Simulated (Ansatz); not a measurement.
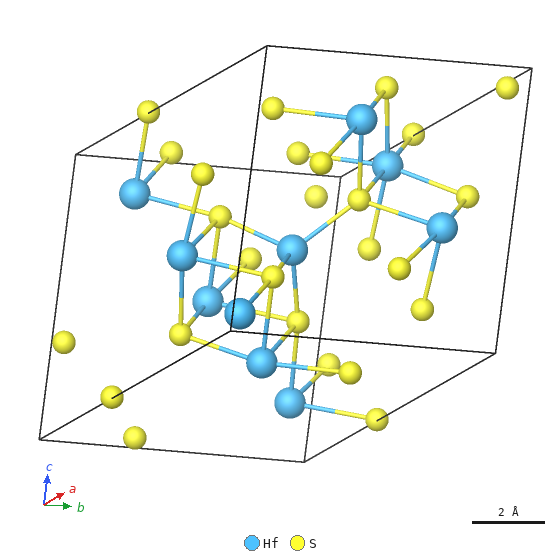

Drawn in the ball-and-stick manner and seen from a general direction. Thin lines show the supercell, with boundary atoms drawn in all their periodic places. The host is HfS2, in a cell of 27 sites, and the cell carries a charge of +3.

Question: Identify the point defect.

Answer: An interstitial hafnium atom. It is bonded to four S in a distorted tetrahedral arrangement at about 2.3 Å. Not all metal-metal contacts are counted.

Level of theory and settings: DFT PBE+D3(BJ), scalar-relativistic, plane waves, PAW (Ansatz 0.2.0), 420 eV cutoff, a 2×2×2 mesh of k-points, Gaussian smearing of 0.01 eV, collinear spins.

Question: Does the defect carry a magnetic moment?

Answer: Yes, 1.0 μB in the cell.

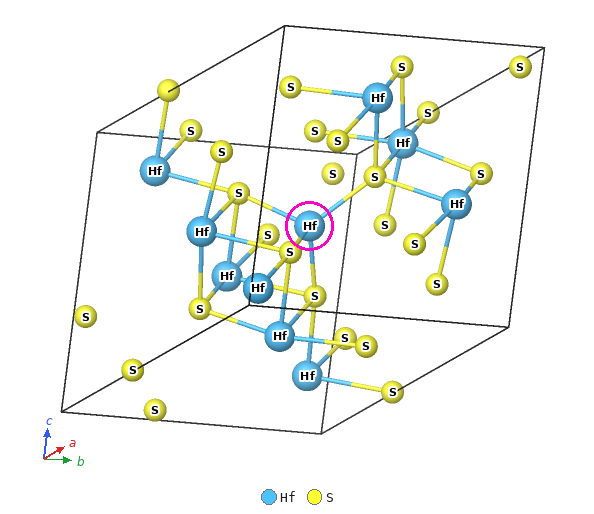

The same cell with a ring at the defect's site.

The atoms were relaxed in the host's cell with Ansatz, DFT PBE+D3(BJ), scalar-relativistic, plane waves, PAW.
